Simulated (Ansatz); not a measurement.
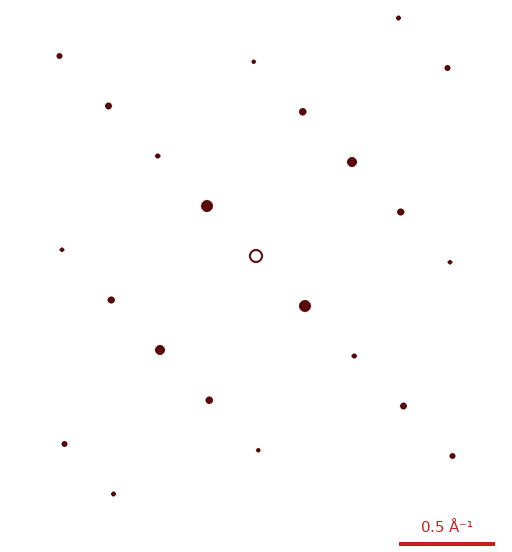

Simulated selected-area electron diffraction pattern (300 kV, kinematic approximation, thin crystal, B = 0.5 Å² for all atoms).

It belongs to Al, space group I4/mmm (No. 139), a = 2.826 Å, c = 9.351 Å. Structure: the end point of a relaxation with DFT PBE, scalar-relativistic, plane waves, PAW in Ansatz; the starting structure was generated, so it need not be a known form of this composition.

**Determine the zone axis from the geometry of the pattern.**

The spots form a rectangular net whose two shortest vectors correspond to d = 2.71 Å and 1.41 Å, 90.0° apart. They index as 1 0 -1 and 0 2 0, so the zone axis is [101] (or an equivalent direction of <101>).
